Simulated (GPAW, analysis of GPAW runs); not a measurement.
# Zn vacancy with two H in ZnO: local vibrational mode against experiment (GPAW)

How near does this set-up come to the measured local vibrational mode? Subject: Zn vacancy with two H in ZnO. Set-up: PBE, plane waves 500 eV, 32-site cell, PBE lattice, k: the single point 1/4 1/4 1/4, with the key encut. The model is a cell of 32 host atoms with 1 Zn taken out and 2 H put in. The frequencies come from force constants among the defect atom and its neighbours, with the masses of the isotopes named.

**The experiment.** Upper O-H stretch: 3349.6 cm⁻¹ at 9 K, by FTIR absorption (quoted in “Hydrogen-related defects in hydrothermally grown ZnO studied by Fourier Transform Infrared Spectroscopy”, 2010, Halvard Haug, quoting earlier work (2003)). Lower O-H stretch: 3312.2 cm⁻¹ at 9 K, by FTIR absorption (quoted in “Hydrogen-related defects in hydrothermally grown ZnO studied by Fourier Transform Infrared Spectroscopy”, 2010, Halvard Haug, quoting earlier work (2003)).

Main program and level: GPAW 26.7.0; GPAW plane-wave PAW DFT, PBE; relaxation of all atoms of a defect supercell.

### 1. The structure

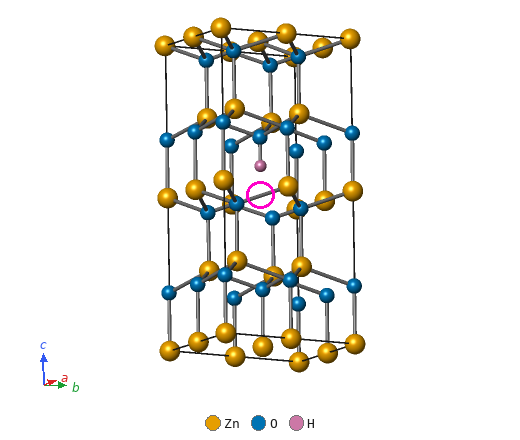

The cell as given, slightly off an axis (zinc orange, oxygen blue, hydrogen pink). A ring marks the centre wherever it is empty. Bonds to atoms that aren't drawn are left out. Some periodic images of atoms are drawn too.

The cell holds 33 atoms: 15 Zn, 16 O and 2 H. Cell: a = 6.533 Å, b = 6.533 Å, c = 10.541 Å, α = 90.0°, β = 90.0°, γ = 120.0°. It derives from ZnO (space group P6_3mc). Nearest the centre at fractional (0.333, 0.667, 0.500): H32 at 1.00 Å, H33 at 1.01 Å, O27 at 1.97 Å, O12 at 1.99 Å, O14 at 1.99 Å, O4 at 2.01 Å, Zn5 at 3.22 Å, Zn24 at 3.24 Å.

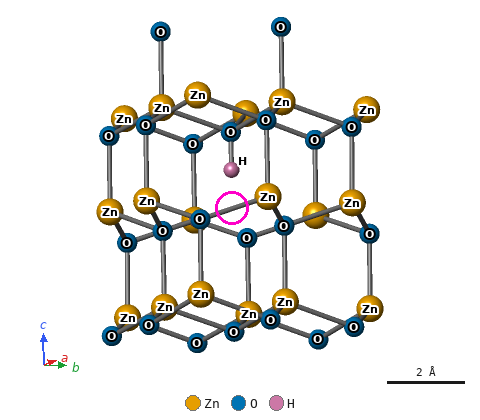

The atoms within 5 Å of the centre. A ring marks the centre wherever it is empty.

The host's primitive cell comes from a first run (GPAW plane-wave PAW DFT, PBE; relaxation of cell and atoms of a defect-free cell): vectors of 3.266, 3.266 and 5.271 Å. That is 12.18 Å³ an atom, 2.3 % over the diffraction cell's volume. The supercell is built on it.

### 2. Relaxation, charge 0

Every later number rests on the structure around the defect, so the atoms are relaxed at the host's lattice first.

Contents of run.py:

```python
import numpy as np
from ase.io import read, write
from ase.parallel import parprint, world
from gpaw import GPAW, PW
from ase.optimize import BFGS

atoms = read('POSCAR')
calc = GPAW(mode=PW(500),
            xc='PBE',
            kpts=[[0.25, 0.25, 0.25]],
            occupations={'name': 'fermi-dirac', 'width': 0.01},
            nbands=147,
            convergence={'density': 1e-05, 'forces': 0.001},
            maxiter=150,
            symmetry='off',
            encut=1,
            txt='gpaw.txt')
atoms.calc = calc
opt = BFGS(atoms, trajectory='relax.traj', logfile='-')
done = opt.run(fmax=0.01, steps=80)
parprint('Converged:', done)
energy = atoms.get_potential_energy()
forces = atoms.get_forces()
parprint(f'Energy: {energy:.6f} eV, largest force {np.linalg.norm(forces, axis=1).max():.4f} eV/A')
calc.write('gs.gpw')
write('final.xyz', atoms)
for s in range(calc.get_number_of_spins()):
    parprint('Levels (eV), spin', s, calc.get_eigenvalues(kpt=0, spin=s)[-16:].round(3))
```

Contents of POSCAR:

```
Zn O  Zn O  Zn O  Zn O  Zn O  Zn O  Zn O  Zn O  H 
 1.0000000000000000
     6.5329230732264589    0.0000000000000000    0.0000000000000000
    -3.2664615366132295    5.6575942071291268   -0.0000000039884878
    -0.0000000000000000   -0.0000000073719520   10.5410797372092109
 Zn  O   Zn  O   Zn  O   Zn  O   Zn  O   Zn  O   Zn  O   Zn  O   H  
   2   2   2   2   2   2   1   2   2   2   2   2   2   2   2   2   2
Direct
  0.1650335975414289  0.3334979697252742  0.2483773345263901
  0.3312221289643497  0.1679262632045648 -0.0005572668435814
  0.3350707326570571  0.1672079072101664  0.1878395700168604
  0.1640424679965566  0.3301666827324433  0.4389260200075505
  0.1676422851591561  0.3349670157066102  0.7482655569189242
  0.3307164494315855  0.1656693037795875  0.4986846029519839
  0.3321350643270140  0.1673213872228437  0.6878723003580219
  0.1665976741645552  0.3357958799828266  0.9383872302026913
  0.1641310687925948  0.8332770012208870  0.2488584183735229
  0.3339634030650429  0.6658149634179926  0.0016684253532606
  0.3344329148471094  0.6701270075779111  0.1893759360964130
  0.1636669355049430  0.8302456829649064  0.4397059629954202
  0.1682301326926525  0.8328433561910015  0.7514542329762832
  0.3366610059245091  0.6678920941272327  0.6888963506752398
  0.1636769407917347  0.8310396630646173  0.9403680774254265
  0.6667996096660802  0.3311521713867235  0.2512305657913876
  0.8305180451637439  0.1635834827579989 -0.0005497191836139
  0.8298902032450561  0.1646784416880785  0.1898672910538080
  0.6660882723817508  0.3359688388817666  0.4390238991653397
  0.6673837777787603  0.3307115281751152  0.7497640145935552
  0.8301983666258631  0.1655501822816107  0.5007792701857759
  0.8357726995647481  0.1661488799804967  0.6903310605443753
  0.6634352706291414  0.3319266004793081  0.9402419104951358
  0.6667894857326747  0.8304107655024781  0.2503564438713399
  0.8319303614043984  0.6684361825239356 -0.0008799424690811
  0.8326488243131063  0.6689944060588380  0.1903376506653200
  0.6645400425858387  0.8326174595207282  0.4409812256325871
  0.6657416055147310  0.8311508174694432  0.7514336159968776
  0.8331523537874733  0.6655075753752897  0.4981703690974241
  0.8299015790937398  0.6645512882335802  0.6891085283073043
  0.6634473962101581  0.8328653412342536  0.9391402367375893
  0.3368474649762120  0.6681140469153143  0.5943305100276643
  0.2480495168702093  0.4974906622520041  0.4685031092719089
```

On the command line:

```console
$ OMP_NUM_THREADS=1 mpirun -n 4 gpaw python run.py > stdout
```

Log:

```text
TypeError: GPAW() got an unexpected keyword argument 'encut'
```

Run time: 12 s. Hardware: 4 MPI ranks of Intel Xeon Platinum 8488C (Sapphire Rapids), shared host; peak memory 0.5 GiB.

The program refused the input before any cycle.

The program's message: “TypeError: GPAW() got an unexpected keyword argument 'encut'”

### 3. Outcome

The local vibrational mode was not obtained, because the step “relaxation, charge 0” was refused by the program; the cause lies in the set-up: encut is no key of this program.

[Logs are printed without paths, hosts, clocks, repeated set-up lines and the standing remarks that a program may print on its own settings, such as how far it seeks lower states.]

[Hosts, paths, dates, database ids (printed as entryN), source tags and the programs' standing remarks are cut or masked in the printed files.]

[For some hosts the program warned that the k-mesh of the response run may be too coarse for force constants and the static dielectric constant; such warnings are not shown here.]
